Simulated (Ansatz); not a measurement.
Ir: geometry relaxation

The run: geometry relaxation of Ir (Fm-3m, 1 atom in the cell). Method and program: DFT, PBEsol, PAW with Ansatz's default frozen-core files, scalar-relativistic, no spin polarisation (Ansatz 0.2.0).

The structure was built on a prototype by a generator; it need not be a known phase. It belongs to a series of runs on one base structure; here: cell relaxed at zero pressure.

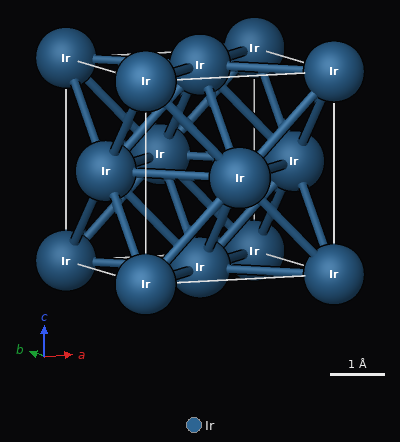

Fig. 1: The structure as given in the input (ball-and-stick view of the cell 4 times as large as that of the calculation, set on its symmetry axes, seen slightly off an axis). An atom can appear more than once, as a periodic image. Near neighbours in the periodic cell (some may lie outside the picture): Ir has 12 Ir at 2.71 Å.

Results in brief:

```csv
quantity,value
outcome,converged
space group (tolerance 0.01 Å),Fm-3m (225)
electrons treated,17
free energy,−11799.0458 eV
Fermi energy,25.828 eV
pressure,0.00 GPa
final volume,14.06 Å³
largest force (length of the vector) at the end,under 0.001 eV/Å
final cell,"a = 2.709 Å, b = 2.709 Å, c = 2.709 Å, α = 60.00°, β = 60.00°, γ = 60.00°"
hardware,"1 thread of Arm Neoverse V1, 24 GiB of memory available, shared host"
wall time,7 s
peak memory,0.31 GiB
```

Notes:

Spin–orbit coupling is left out, which matters for Ir.

The input:
```yaml
crystal:
  lattice:
    - [0.0, 1.9155237883, 1.9155237883]
    - [1.9155237883, 0.0, 1.9155237883]
    - [1.9155237883, 1.9155237883, 0.0]
  atoms:
    - { symbol: Ir, position: [0.0, 0.0, 0.0] }
kpoints:
  mp_grid: { grid: [19, 19, 19] }
scf:
  occupations: { method: fermi_dirac, width: 0.1 }
hamiltonian:
  xc: pbesol
  pseudopotentials: { kind: paw }
output:
  forces: true
  stress: true
relax:
  f_tol: 0.005
  max_steps: 40
  cell: {}
```

Launched with:
```bash
ansatz run input.yaml --threads 1 --pin off --max-ram 2048MiB --backend cpu --events-out ev --progress --plain --runs-dir out
```

Log:
```
Engine: ansatz 0.2.0, aarch64-unknown-linux-gnu
Pseudopotentials: kind: paw
Pseudopotential: Ir, paw, valence charge 17, recommended cutoff 420 eV (normal), Ir.paw.azcp
Functional definition: PBEsol
  exchange = pbesol_x
  correlation = pbesol_c
Crystal: 1 atoms, lattice volume = 14.057 Å³
Basis set: ecut = 420 eV, 283 PW (Γ), exchange–correlation on 40×40×40 points (8 copies of the dense FFT grid, shifted against one another)
Bands: 13, of which v1, the nominal top of the filled ones, is band 9 counted from 1 (8 counted from 0)
Symmetry: 48 space group operations
Space group: Fm-3m (ITA 225), of the structure as read, at distance tolerance 2.4e-5 Å
k-points: 220 of 6859
Non-local potential: Ir, projectors of the file, l = 0: 3, l = 1: 2, l = 2: 2, l = 3: 1
PAW form: soft (Blöchl's): semilocal exchange-correlation on the pseudo side does not see the compensation charge
PAW frozen core: Ir, regenerated for the run's functional, and the local potential with it (the file was generated under x = pbe(κ = 0.804, μ = 0.2195149727645171), c = pbe(β = 0.06672455060314922))
PAW one-centre angular grid: Ir, 590 points (default); XC on 64 Gauss nodes
Initial density: superposition of atomic densities (neutral atoms: chi_scale 0, normalization atom), corrected by the library's trained network
Initial wavefunctions: pseudopotential atomic-orbital guess
Functional: x = pbesol(κ = 0.804, μ = 0.12345679012345678), c = pbesol(β = 0.046)
SCF iter   1: F=—  HF=-11799.045961 eV  |F-HF|=—  |Δ(HF+E_count)|=         —  Δρ=5.50e-3  dr2=1.69e-3  ethr=1.77e-3  ⟨swp⟩=5.0  Hψ=14376  notcnv=0
preconditioner: auto → none  [metal: Δε(μ)=0.019 eV  Ē_g=14.282 eV  σ=0.100 eV  W_gap=0.05  n_scr=0 (ndim 8)  ℏωp=29.7 eV  f_vac=0.000  D(μ)=1.09/eV (n_scr^D=14)]
SCF iter   2: F=—  HF=-11799.045656 eV  |F-HF|=—  |Δ(HF+E_count)|=   3.05e-4  Δρ=2.32e-3  dr2=1.14e-4  ethr=9.97e-6  ⟨swp⟩=2.4  Hψ=5948  notcnv=0
SCF iter   3: F=—  HF=-11799.045777 eV  |F-HF|=—  |Δ(HF+E_count)|=   1.21e-4  Δρ=1.01e-3  dr2=2.09e-5  ethr=6.70e-7  ⟨swp⟩=1.1  Hψ=2970  notcnv=0
SCF iter   4: F=—  HF=-11799.045807 eV  |F-HF|=—  |Δ(HF+E_count)|=   3.00e-5  Δρ=4.33e-5  dr2=9.19e-8  ethr=1.23e-7  ⟨swp⟩=2.1  Hψ=3861  notcnv=0
iter 5 did not close the SCF: its close was put off for the readings that it lacked (scf_convergence_deferred on its scf_iter line)
SCF iter   5: F=-11799.045807 eV  HF=-11799.045807 eV  |F-HF|=4.50e-9  |Δ(HF+E_count)|=   1.59e-8  Δρ=7.13e-6  dr2=6.15e-9  ethr=5.41e-10  ⟨swp⟩=2.3  Hψ=4112  notcnv=0
SCF iter   6: F=-11799.045807 eV  HF=-11799.045807 eV  |F-HF|=1.02e-10  |Δ(HF+E_count)|=   2.11e-9  Δρ=1.11e-6  dr2=1.36e-10  ethr=3.62e-11  ⟨swp⟩=1.9  Hψ=8479  notcnv=0
SCF 1 converged in 6 iterations: F = -11799.045807 eV  dr2 = 1.36e-10
  greatest PAW one-centre occupation: 1.000 electrons in one spin orbital (limit 2), on the Ir atom at site 0 (counted from 0), in its partial waves of l = 0
relax step   1: F+E_penalty+E_count = -11799.04580716 eV  Δ(F+E_penalty+E_count) = +0.000e0 eV  max|allowed force component| = 0.000e0 eV/Å  Δτ_max = 0.0000 Å  P = +0.186 GPa  Ω = 14.057 Å³  (6 SCF iters, dr2 threshold 1.00e-7 eV, accepted)
Crystal: 1 atoms, lattice volume = 14.076 Å³
Initial density: handed on by an earlier stage of this run
Initial wavefunctions: those handed on with the density
iter 1 solved again at ethr=1.34e-9 eV; its pass at ethr=3.10e-3 eV (dr2=2.27e-7 eV) is discarded
SCF iter   1: F=—  HF=-11799.045791 eV  |F-HF|=—  |Δ(HF+E_count)|=         —  Δρ=6.03e-5  dr2=2.75e-7  ethr=1.34e-9  ⟨swp⟩=2.5  Hψ=18923  notcnv=0
preconditioner: auto → none  [metal: Δε(μ)=0.004 eV  Ē_g=14.280 eV  σ=0.100 eV  W_gap=0.01  n_scr=0 (ndim 8)  ℏωp=29.7 eV  f_vac=0.000  D(μ)=1.09/eV (n_scr^D=14)]
SCF iter   2: F=-11799.045790 eV  HF=-11799.045790 eV  |F-HF|=1.97e-8  |Δ(HF+E_count)|=   1.44e-7  Δρ=2.62e-5  dr2=2.48e-8  ethr=5.09e-10  ⟨swp⟩=2.1  Hψ=9553  notcnv=0
SCF 2 converged in 2 iterations: F = -11799.045790 eV  dr2 = 2.48e-8
relax step   2: F+E_penalty+E_count = -11799.04579046 eV  Δ(F+E_penalty+E_count) = +1.669e-5 eV  max|allowed force component| = 0.000e0 eV/Å  Δτ_max = 0.0000 Å  P = -0.330 GPa  Ω = 14.076 Å³  energy of the carried Pulay correction = -8.219e-6 eV  (2 SCF iters, dr2 threshold 8.65e-8 eV, rejected (line search))
Crystal: 1 atoms, lattice volume = 14.064 Å³
iter 1 solved again at ethr=4.03e-10 eV; its pass at ethr=3.10e-3 eV (dr2=6.85e-8 eV) is discarded
SCF iter   1: F=—  HF=-11799.045808 eV  |F-HF|=—  |Δ(HF+E_count)|=         —  Δρ=2.67e-5  dr2=9.69e-8  ethr=4.03e-10  ⟨swp⟩=3.2  Hψ=19632  notcnv=0
preconditioner: auto → none  [metal: Δε(μ)=0.004 eV  Ē_g=14.291 eV  σ=0.100 eV  W_gap=0.01  n_scr=0 (ndim 8)  ℏωp=29.7 eV  f_vac=0.000  D(μ)=1.09/eV (n_scr^D=14)]
SCF iter   2: F=—  HF=-11799.045808 eV  |F-HF|=—  |Δ(HF+E_count)|=   1.67e-7  Δρ=4.89e-6  dr2=1.26e-9  ethr=4.03e-10  ⟨swp⟩=2.3  Hψ=4389  notcnv=0
SCF iter   3: F=—  HF=-11799.045808 eV  |F-HF|=—  |Δ(HF+E_count)|=  8.91e-11  Δρ=2.15e-6  dr2=1.74e-10  ethr=7.39e-12  ⟨swp⟩=2.8  Hψ=4545  notcnv=0
SCF iter   4: F=-11799.045808 eV  HF=-11799.045808 eV  |F-HF|=5.46e-12  |Δ(HF+E_count)|=  8.55e-11  Δρ=9.37e-8  dr2=2.78e-13  ethr=1.00e-12  ⟨swp⟩=4.0  Hψ=11615  notcnv=0
SCF 3 converged in 4 iterations: F = -11799.045808 eV  dr2 = 2.78e-13
relax step   3: F+E_penalty+E_count = -11799.04580814 eV  Δ(F+E_penalty+E_count) = -9.811e-7 eV  max|allowed force component| = 0.000e0 eV/Å  Δτ_max = 0.0000 Å  P = -0.000 GPa  Ω = 14.064 Å³  energy of the carried Pulay correction = -2.963e-6 eV  (4 SCF iters, accepted)
Initial wavefunctions: pseudopotential atomic-orbital guess (no wavefunctions were taken with the density)
iter 1 solved again at ethr=3.67e-8 eV; its pass at ethr=3.10e-3 eV (dr2=6.24e-6 eV) is discarded
SCF iter   1: F=—  HF=-11799.045813 eV  |F-HF|=—  |Δ(HF+E_count)|=         —  Δρ=2.21e-6  dr2=1.35e-10  ethr=3.67e-8  ⟨swp⟩=3.0  Hψ=21867  notcnv=0
eigensolver tolerance schedule: the retry pair's looser diagonalisation over-reported the residual by 46130.60 of it (diagonalisation noise at 1.20 of the residual, at the tolerance the schedule requests for it); recorded, not acted on — ethr = c·dr2/N_el stays at c = 1.0e-1
SCF iter   2: F=—  HF=-11799.045813 eV  |F-HF|=—  |Δ(HF+E_count)|=   1.20e-7  Δρ=1.06e-6  dr2=2.67e-11  ethr=1.00e-12  ⟨swp⟩=3.0  Hψ=5692  notcnv=0
SCF iter   3: F=-11799.045813 eV  HF=-11799.045813 eV  |F-HF|=5.46e-12  |Δ(HF+E_count)|=  7.28e-12  Δρ=3.86e-7  dr2=3.13e-12  ethr=1.00e-12  ⟨swp⟩=5.0  Hψ=10256  notcnv=0
SCF 4 converged in 3 iterations: F = -11799.045813 eV  dr2 = 3.13e-12
relax step   4: F+E_penalty+E_count = -11799.04581254 eV  Δ(F+E_penalty+E_count) = -4.402e-6 eV  max|allowed force component| = 0.000e0 eV/Å  Δτ_max = 0.0000 Å  P = -0.001 GPa  Ω = 14.064 Å³  stress off target by 9.56e-4 GPa  SCF on the basis re-selected at this cell (its energy is not comparable with the rows above)  (3 SCF iters)
```

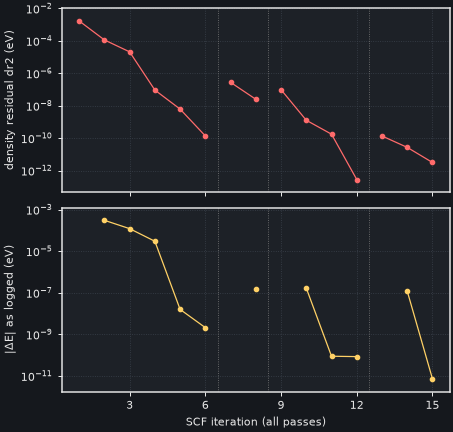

Fig. 2: Convergence of the self-consistent field: density residual dr2 and size of the energy change against the SCF iteration. The dotted lines part the SCF passes of the relaxation: geometry steps, rejected trials and re-solves on a re-selected basis. The passes take 6, 2, 4 and 3 iterations.

```
basis re-selected at this cell: Δ(F+E_penalty+E_count) = -4.402e-6 eV, ΔP = -0.001 GPa vs the last step (what re-selecting the basis moved, of the pressure what is left beyond the Pulay correction that the steps carried, after the strain that the cell walked since its last selection, with what the two solves' SCF thresholds leave and, on support functions, any second-order correction that the steps lacked; it is no measure of the basis error at this ecutwfc). This SCF's stress stands 9.56e-4 GPa from its target on what of the cell is left free (relax.cell.stress_tol is 5.00e-2 GPa) and its largest allowed force component is 0.00e0 eV/Å (relax.f_tol is 5.00e-3 eV/Å): within both
SCF converged after 3 iterations
Free energy (F): -11799.045813 eV
Harris-Foulkes:  -11799.045813 eV  (|F-HF|=5.46e-12)
Internal energy: -11799.011413 eV  (E = F + TS)
E sigma→0 (E₀):  -11799.028613 eV
Entropy (-TS):   -0.034399 eV (-34.399 meV/atom)
Fermi energy:    25.827707 eV
--- Per-component energies (eV) ---
  E_band       = -82.608435
  E_kinetic    = 623.485531
  E_local      = -1059.360287  (includes V_loc(G=0)·N_el)
  E_nonlocal   = 75.821814
  E_hartree    = 405.932432
  E_xc         = -266.663245
  E_vxc        = -299.912863  (∫ρ·V_xc dr)
  E_paw        = -9088.728212  (= ΣΔE_a)
  E_vpaw       = -234.507575  (= ΣTr[D̂ρ^β])
  E_aug_tail   = 0.000051  (compensation charges beyond the density's cutoff)
  E_ewald      = -2489.764782
  E_core_change = 0.265285  (= ΣΔE_core)
  E_smearing   = -0.034399  (= −TS)
  E_closure    = 0.000000  (closes the sum)
  Σ components = -11799.045813   (vs F -11799.045813, Δ=0.00e0)
--- Forces (eV/Å), atoms counted from 1 ---
  atom   1  Ir    -0.00000000     0.00000000    -0.00000000
  max |Σ_I F_I| component: 5.34e-32 eV/Å
--- Stress (GPa, compression-positive) ---
       -0.000956      -0.000000      -0.000000
       -0.000000      -0.000956      -0.000000
       -0.000000      -0.000000      -0.000956
  P = ⅓ Tr σ = -0.0010 GPa (-0.010 kbar)
--- Relaxed structure (3 steps of the walk, 2 accepted, 1 SCFs on fresh bases) ---
  F+E_penalty+E_count = -11799.04581254 eV   max|allowed force component| = 0.000e0 eV/Å   (the final SCF, on the basis selected at the relaxed cell)
  cell:  # Å, volume = 14.0638 Å³
    - [-1.0190744065791179e-34, 1.915832812364893, 1.915832812364893]
    - [1.915832812364893, 1.019074406579118e-34, 1.915832812364893]
    - [1.915832812364893, 1.915832812364893, 4.0762976263164716e-34]
  atoms:
    - { symbol: Ir, position: [0.0, 0.0, 0.0] }
```

Trajectory as extended XYZ (Å, eV, eV/Å), 4 frames, from step=1 to step=4:
```
1
Lattice="0.0000 1.9155 1.9155 1.9155 0.0000 1.9155 1.9155 1.9155 0.0000" Properties=species:S:1:pos:R:3:forces:R:3 step=1 energy=-11799.04581 pressure_GPa=0.19
Ir    0.0000    0.0000    0.0000    0.0000   0.0000   0.0000
1
Lattice="0.0000 1.9164 1.9164 1.9164 0.0000 1.9164 1.9164 1.9164 0.0000" Properties=species:S:1:pos:R:3:forces:R:3 step=2 energy=-11799.04579 pressure_GPa=-0.33 accepted=F
Ir    0.0000    0.0000    0.0000    0.0000   0.0000   0.0000
1
Lattice="0.0000 1.9158 1.9158 1.9158 0.0000 1.9158 1.9158 1.9158 0.0000" Properties=species:S:1:pos:R:3:forces:R:3 step=3 energy=-11799.04581 pressure_GPa=-0.00
Ir    0.0000    0.0000    0.0000    0.0000   0.0000   0.0000
1
Lattice="0.0000 1.9158 1.9158 1.9158 0.0000 1.9158 1.9158 1.9158 0.0000" Properties=species:S:1:pos:R:3:forces:R:3 step=4 energy=-11799.04581 pressure_GPa=-0.00
Ir    0.0000    0.0000    0.0000    0.0000   0.0000   0.0000
```
